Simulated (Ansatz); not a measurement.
System: Lu, space group Fm-3m (No. 225) (one of a set of cubic test structures, which need not be the stable phase).

How it was computed, with Ansatz 0.2.0 development build: equation of state of a cubic crystal from periodic Kohn-Sham density functional theory without spin, third-order Birch-Murnaghan fit to the free energies; pressure corrected for the finite basis. Level: r2SCAN.

structure type fcc; atoms in cell 1; space group number 225; lattice centring face-centred primitive; k mesh 12×12×12; occupation method Fermi–Dirac; occupation width 0.1 eV; wave cutoff 680 eV; datasets hand-made PAW; density tolerance 1e−09 eV; bands 17; density cutoff ratio 4; search for lower states default; xc grid level 2.

Predict the energy above the lowest point and pressure against volume. The volume takes the values 26.64, 27.51, 28.38, 29.25, 30.12 Å³/atom.

A third-order Birch–Murnaghan fit gives V0 = 29.20 Å³/atom, B0 = 41.4 GPa. The energy above the lowest point is 32.6 meV/atom at volume 26.64 Å³/atom and 3.6 meV/atom at 30.12 Å³/atom; the lowest computed point is at volume 29.25 Å³/atom (0.0 meV/atom). The pressure falls from 4.337 GPa at volume 26.64 Å³/atom to −1.228 GPa at 30.12 Å³/atom, and changes sign near 29.21 Å³/atom.

| volume (Å³/atom) | energy above the lowest point (meV/atom) | pressure (GPa) |
| --- | --- | --- |
| 26.64 | 32.6 | 4.337 |
| 27.51 | 13.7 | 2.688 |
| 28.38 | 3.1 | 1.231 |
| 29.25 | 0.0 | −0.060 |
| 30.12 | 3.6 | −1.228 |

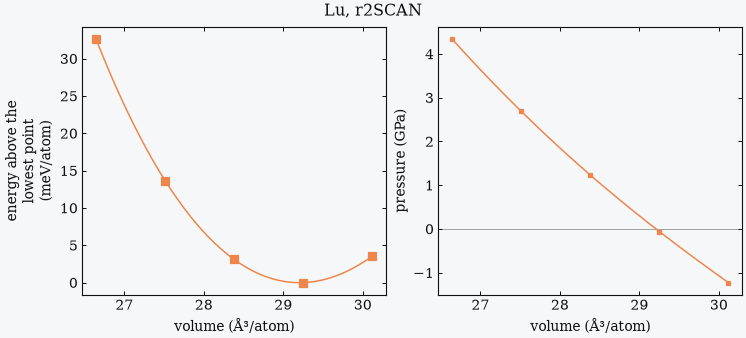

Keep in mind: cubic model structure, not the ambient form.
